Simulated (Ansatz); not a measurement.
System: O₂F (space group Fm-3m).

Calculation (Ansatz 0.2.0 development build): equation of state of a cubic crystal from periodic Kohn-Sham density functional theory without spin, third-order Birch-Murnaghan fit to the free energies; pressure corrected for the finite basis.

- structure type: fluorite
- atoms in cell: 3
- space group number: 225
- lattice centring: face-centred primitive
- occupation method: Fermi–Dirac
- datasets: soft-1 PAW
- density tolerance: 1e−07 eV
- bands: 14
- density cutoff ratio: 4
- search for lower states: default

Settings that differ: r2SCAN: wave cutoff 500 eV, k mesh 12×12×12, occupation width 0.1 eV; PBE: wave cutoff 420 eV, k mesh 38×38×38, occupation width 0.0612 eV.

Predict the pressure against volume, with one curve for each functional. The cases: r2SCAN; PBE.

The fitted equilibrium volumes, smallest first, are r2SCAN 9.82, PBE 10.29 Å³/atom. The fitted bulk moduli, smallest first, are PBE 81.9, r2SCAN 99.8 GPa. For r2SCAN, the pressure falls from 4.1 GPa at volume 9.46 Å³/atom to −6.8 GPa at 10.69 Å³/atom, and changes sign near 9.82 Å³/atom. For PBE, the pressure falls from 6.0 GPa at volume 9.66 Å³/atom to −4.1 GPa at 10.89 Å³/atom, and changes sign near 10.29 Å³/atom.

r2SCAN:
```
volume (Å³/atom)  pressure (GPa)
            9.46             4.1
            9.76             0.5
           10.07            -2.4
           10.38            -4.8
           10.69            -6.8
```

PBE:
```
volume (Å³/atom)  pressure (GPa)
            9.66             6.0
            9.87             3.8
           10.07             1.8
           10.28             0.1
           10.48            -1.5
           10.69            -2.9
           10.89            -4.1
```

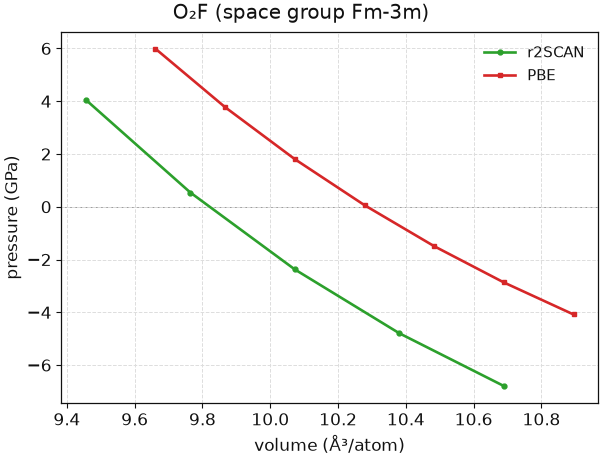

Note: cubic model structure, not the ambient form; no spin polarisation, a magnetic state may lie lower.
